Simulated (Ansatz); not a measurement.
ZrS2 and related structures: several calculations on one system

Part 1: Relaxation

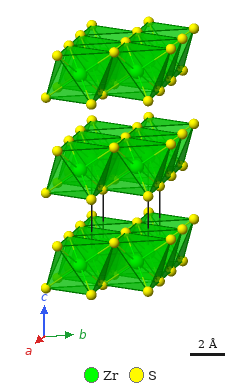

This is the input geometry for a relaxation of crystalline ZrS2 (set up in P-3m1). Style: polyhedral. Shown: the cell of the calculation, repeated 2 × 1 × 2 with one cell outlined, slightly off an axis.

These are results of DFT PBEsol, scalar-relativistic, plane waves, PAW in Ansatz, not measurements.

The input:
```yaml
crystal:
  lattice:
    - [3.6299990406, 0.0, 0.0]
    - [-1.8149995203, 3.1436713848, 0.0]
    - [0.0, 0.0, 5.85]
  atoms:
    - { symbol: Zr, position: [0.0, 0.0, 0.0] }
    - { symbol: S, position: [0.3333333333, 0.6666666667, 0.2492] }
    - { symbol: S, position: [0.6666666667, 0.3333333333, 0.7508] }
basis:
  ecutwfc: 420
kpoints:
  mp_grid: { grid: [12, 12, 6] }
hamiltonian:
  xc: pbesol
scf:
  occupations: { method: gaussian, width: 0.02 }
output:
  forces: true
  stress: true
  eigenvalues: true
relax:
  adjacent_minimum: "off"
  f_tol: 0.005
  max_steps: 80
  cell: { stress_tol: 0.05 }
```

Launched with:
```bash
ansatz run input.yaml --threads 1 --pin off --max-ram 3072MiB --backend cpu --events-out ev --progress --plain --runs-dir out
```

What does the optimiser find from here?

The largest moves relative to the cell, 0.012 Å, are those of S2 and S3. S2 goes along −c. Zr stays in place. Cell: a = b 3.630 → 3.627 Å (−0.1 %), c 5.850 → 5.881 Å (+0.5 %). Volume +0.4 %. The space group stays P-3m1 (No. 164). The energy falls by 0.7 meV per cell of the calculation in 3 accepted moves (4 points after the start). Largest force component: 0.074 eV/Å at the start, 0.00022 eV/Å at the end. The pressure goes from −0.39 to 0.01 GPa. The SCF was repeated once at an unchanged geometry on a basis and grid sized afresh for the cell, which shifted the energy by less than 0.05 meV per cell of the calculation at most.

Part 2: Relaxation

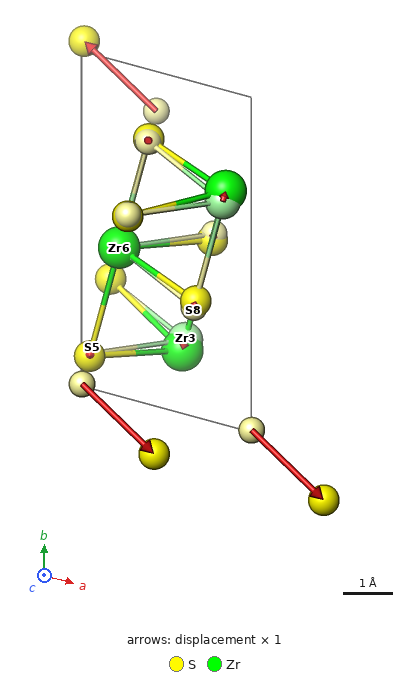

A relaxation of a slab of composition Zr₃S₈ (cut from the P-3m1 phase). The starting structure is drawn faded, the final one solid; red arrows show the displacements, at their true length.

Style: ball-and-stick. Shown: the cell of the calculation, outlined in the plane, without the vacuum, along the c axis.

Case: (1 0 1) slab, atoms relaxed. The slab is the (1 0 1) face of ZrS2.

Theory: Ansatz, DFT PBEsol, scalar-relativistic, plane waves, PAW.

Input file:
```yaml
crystal:
  lattice:
    - [3.6273864348, 0.0, 0.0]
    - [-1.8136932174, 6.6672420203, 0.0]
    - [0.0, 0.0, 23.7582192531]
  atoms:
    - { symbol: S, position: [0.1701164439, 0.3402328879, 0.315680225] }
    - { symbol: S, position: [0.44088445, 0.8817689, 0.3344381583] }
    - { symbol: Zr, position: [0.6110008939, 0.2220017878, 0.3833727944] }
    - { symbol: S, position: [0.7811173379, 0.5622346757, 0.4323074306] }
    - { symbol: S, position: [0.0518853439, 0.1037706878, 0.4510653639] }
    - { symbol: Zr, position: [0.2220017878, 0.4440035757, 0.5] }
    - { symbol: S, position: [0.3921182318, 0.7842364636, 0.5489346361] }
    - { symbol: S, position: [0.6628862378, 0.3257724757, 0.5676925694] }
    - { symbol: Zr, position: [0.8330026818, 0.6660053635, 0.6166272056] }
    - { symbol: S, position: [0.0031191257, 0.0062382514, 0.6655618417] }
    - { symbol: S, position: [0.2738871318, 0.5477742635, 0.684319775] }
basis:
  ecutwfc: 420
kpoints:
  mp_grid: { grid: [8, 4, 1] }
hamiltonian:
  xc: pbesol
scf:
  occupations: { method: gaussian, width: 0.05 }
output:
  forces: true
  eigenvalues: true
  write_density: true
  write_potential: true
  elf: true
  volumetric_format: npy
relax:
  adjacent_minimum: "off"
  f_tol: 0.02
  max_steps: 60
efield:
  axis: 3
  dipole_correction: true
  ramp_width: 0.04
```

Run as
```bash
ansatz run input.yaml --threads 1 --pin off --max-ram 2560MiB --backend cpu --events-out ev --progress --plain --runs-dir out
```

**Which element moves most?**

Sulfur: up to 2.11 Å, against 0.23 Å for zirconium.

**What happened in the run?**

After 15 accepted moves (16 points after the start) the energy has fallen by 5.095 eV per cell of the calculation. Largest force component: 1 eV/Å at the start, 0.0068 eV/Å at the end. 1 step only repeated the SCF at the same geometry. The largest moves relative to the layer's centre, 2.11 Å, are those of S2 and S10. S10 goes at 80° to the normal (+c side). Largest moves by element: S 2.11 Å, Zr 0.23 Å. The cell stays as it was. Among the contacts that change: S2–Zr3 4.433 → 2.632 Å, S10–S11 3.582 → 2.077 Å, S2–Zr3 (another image) 2.549 → 2.632 Å, S1–Zr3 2.549 → 2.598 Å. New bonds form: S10–S11 (3.58 → 2.08 Å), S1–S2 (3.58 → 2.08 Å), S2–Zr3 (4.43 → 2.63 Å), Zr9–S10 (4.43 → 2.63 Å). Bond angles that change, for instance: S2–Zr3–S4 180.0° → 127.5°, S2–Zr3–S5 90.7° → 142.6°, S1–Zr3–S2 89.3° → 106.1°. Cost: 7.2 min on 1 thread of Intel(R) Xeon(R) Platinum 8559C (Emerald Rapids), with other jobs on the host, peak memory 0.89 GiB.

Part 3: A change

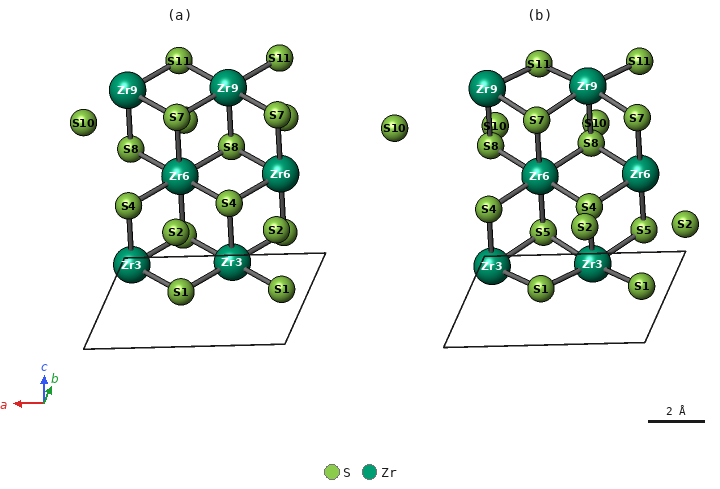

Left: a (1 0 1) slab of ZrS2 as cut from the relaxed bulk. Right: the same structure after one change, at the same scale. Style: ball-and-stick. Shown: the 2 × 1 repeat of the cell, outlined in the plane, without the vacuum, from a free direction.

Method: DFT PBEsol, scalar-relativistic, plane waves, PAW (Ansatz 0.2.0). (plane-wave cutoff 420 eV; occupations gaussian; no spin polarisation) The k-mesh is chosen for each cell (12×12×6, 8×4×1). Smearing widths differ between the runs.

The atoms of the slab are relaxed at the bulk's in-plane cell.

### What does the change do?

The slab isn't stoichiometric; relaxing it gains 1.691 J/m². The top spacing, between the S and S planes, goes from 0.45 to -0.05 Å (−111.1 %), the bottom one (S to S) from 0.45 to -0.05 Å (−110.8 %). The cell stays as it was. The largest moves relative to the layer's centre, 2.11 Å, are those of S2 and S10. S10 goes at 80° to the normal (+c side). By element the largest moves are S 2.11 Å, Zr 0.23 Å. Near-neighbour distances before and after: S–Zr 4.433 → 2.632 Å, S–S 3.582 → 2.077 Å, S–Zr 2.549 → 2.535 to 2.632 Å. New contacts form: S10–S11 (3.58 → 2.08 Å), S1–S2 (3.58 → 2.08 Å), S2–Zr3 (4.43 → 2.63 Å).
